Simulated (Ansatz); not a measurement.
Given this structure:

Space group I4/mmm (No. 139). a = 5.850 Å, b = 5.850 Å, c = 5.079 Å, α = 90.00°, β = 90.00°, γ = 90.00°
```
atom  site  symmetry       x       y       z
  Rb    2a     4/mmm  0.0000  0.0000  0.0000
```

Q: Say what kind of structure these coordinates give.

A: The element is rubidium. The structure has I4/mmm (No. 139) symmetry and a body-centred tetragonal lattice. The cell holds two atoms. The Rb atoms are each bonded to ten Rb at 4.85 to 5.08 Å. The bonds build a three-dimensional framework.

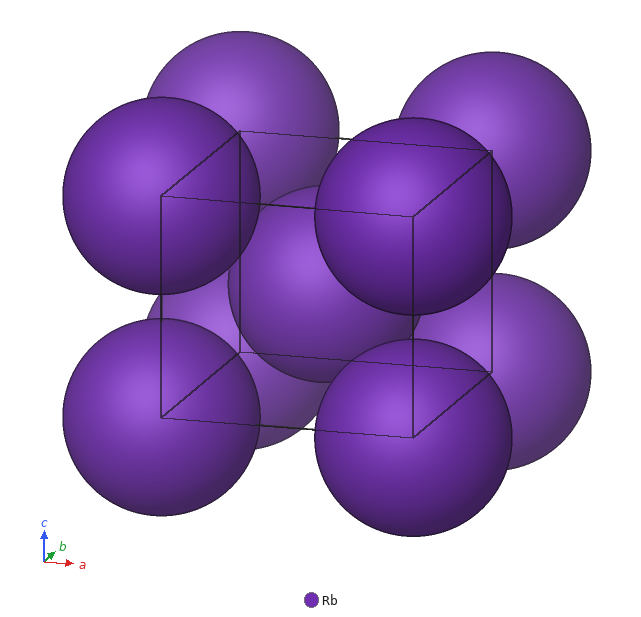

We look at a space-filling model of the crystal slightly off an axis. The box is the conventional unit cell; atoms on or close to its faces, edges and corners are drawn wherever they repeat.

The structure comes from a structure listed in the Materials Project. The cell was then strained or its atoms displaced on purpose. It was the input of a calculation with Ansatz.
